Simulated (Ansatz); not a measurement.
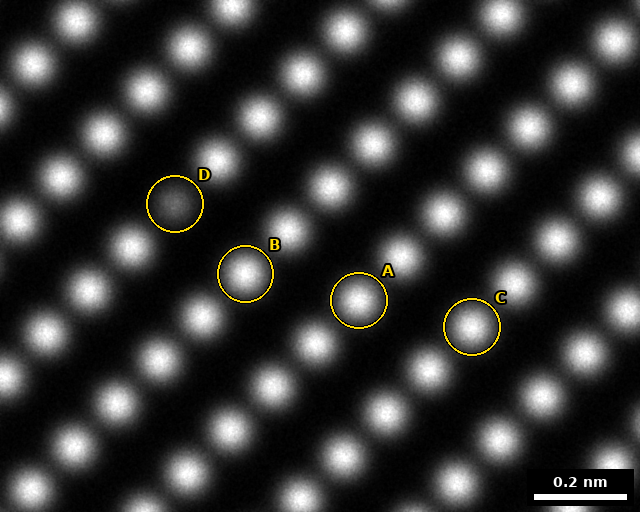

HAADF-like image of Ru (Fm-3m, No. 225) along [211]. Simulated incoherent Z contrast: every atom adds Z^1.7 spread by a probe of 0.71 Å full width; channelling and multiple scattering are left out. The probe carries 15 % of its weight in a tail 2.5 times as wide. Shot noise was added.

The sample is 1 repeat (4.6 Å) thick. One point defect was put into the perfect crystal, without relaxing the atoms around it. Brightness is counted from the darkest point of the image. Host structure: the input geometry of an electronic-structure calculation (not necessarily at equilibrium); the starting structure was generated, so it need not be a known form of this composition.

### Which ringed column holds the defect, and does it scatter more or less than its equals?

D; it scatters less. The column holds 1 atom (Ru) through the sample, and one Ru atom is replaced by Fe, so its peak drops to about 40 % of that of its equals.
